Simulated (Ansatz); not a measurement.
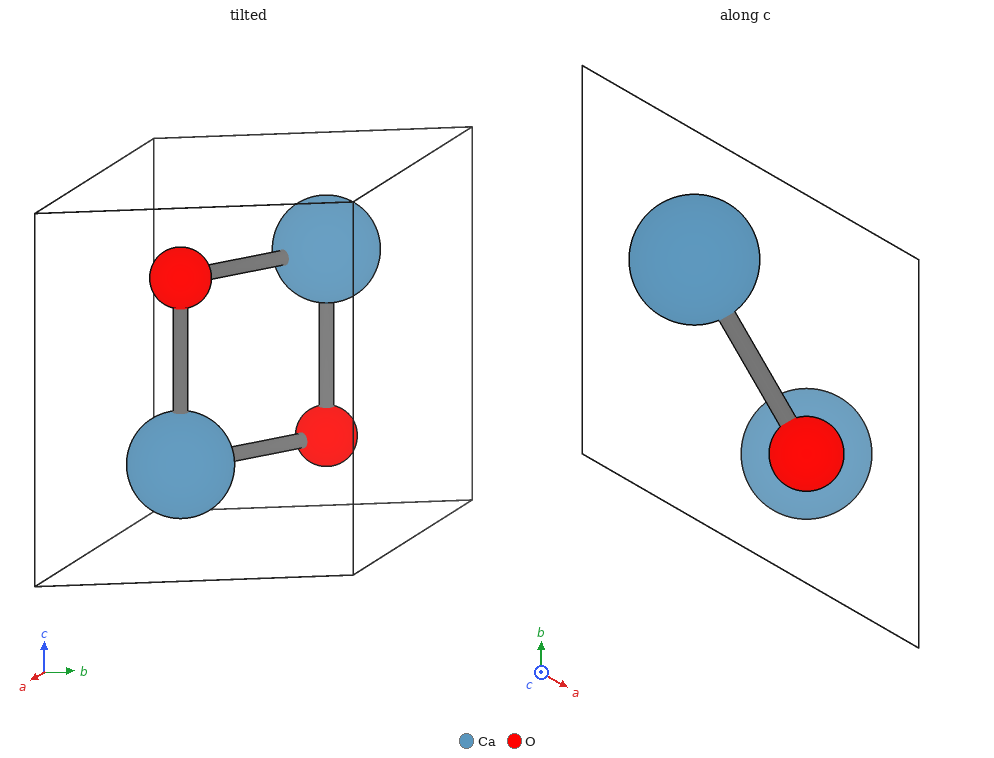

We look at a ball-and-stick model of the crystal slightly off an axis and along the c axis. The wireframe shows the conventional unit cell.

CaO, space group P6_3/mmc (No. 194), a = 3.981 Å, b = 3.981 Å, c = 4.770 Å, α = 90.00°, β = 90.00°, γ = 120.00°. Origin of the cell: a structure type filled with these elements by a generator (whether the compound takes this form wasn't checked). Earlier steps of the study may have refined or changed the cell and positions. A calculation with Ansatz used it as input.

This one geometry was computed with Ansatz (DFT, plane waves, PAW) at six levels of theory: LDA, dielectric-dependent PBE0 (fraction 1/eps_inf of PBE), r2SCAN, r2SCANh, PBE and HSE06. It was relaxed beforehand with r2SCAN.

Question: Which level gives the highest pressure at this volume, and what does that say about its equilibrium volume?

Answer: Highest: PBE (1.8 GPa), which points to the largest equilibrium volume. Lowest, with the smallest volume: LDA (-5.1 GPa). Levels within 0.5 GPa of each other can't be told apart.

Question: How does the band gap change with the level of theory?

Answer: LDA: a gap of 3.04 eV, direct; PBE: a gap of 3.21 eV, direct; r2SCAN: a gap of 3.63 eV, direct; r2SCANh: a gap of 4.38 eV, direct; HSE06: a gap of 4.58 eV, direct; dielectric-dependent PBE0 (fraction 1/eps_inf of PBE): a gap of 5.70 eV, direct.

Question: Collect the results in a table.

Answer:
| level | cutoff (eV) | k-mesh of the run's cell | gap (eV) | pressure (GPa) |
| --- | --- | --- | --- | --- |
| LDA | 420 | 12×12×6 | 3.04 | -5.1 |
| dielectric-dependent PBE0 (fraction 1/eps_inf of PBE) | 420 | 6×6×4 | 5.70 | -0.2 |
| r2SCAN | 500 | 12×12×6 | 3.63 | 0.0 |
| r2SCANh | 500 | 6×6×4 | 4.38 | -0.3 |
| PBE | 420 | 12×12×6 | 3.21 | 1.8 |
| HSE06 | 420 | 6×6×4 | 4.58 | 0.2 |

Gaps are taken on the k-mesh or band path of each run.
